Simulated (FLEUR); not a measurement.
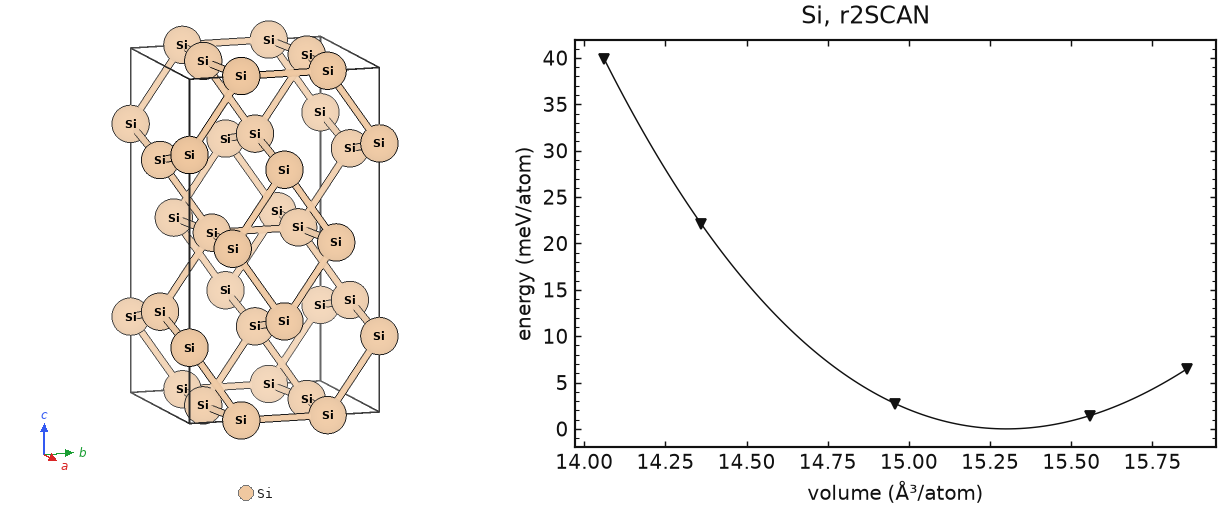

The plot gives the computed energy against volume for Si, space group Fmmm (No. 69). The conventional cell is drawn beside the plot.

Cell as given: a = 5.351 Å, b = 5.237 Å, c = 3.598 Å, α = 71.86°, β = 68.44°, γ = 39.71°; 4 atoms.

Method: all-electron LAPW DFT, no spin polarisation; energies at scaled volumes of the given cell, shape and fractions fixed, counted from the fit's minimum, third-order Birch-Murnaghan fit (FLEUR MaX-R8.1 (later development tree)). Level: r2SCAN.

k mesh 8×8×8; occupations Fermi–Dirac; smearing width 0.05 eV; potentials all electron; program settings basis FLAPW, kmax 4.78 1/bohr.

> What equilibrium volume and bulk modulus follow from the curve?

A third-order Birch–Murnaghan fit gives V0 = 15.30 Å³/atom, B0 = 109 GPa and B′ = 4.4.

Keep in mind: shape and atomic fractions are frozen while scaling, which makes layered, chain and framework solids too stiff.
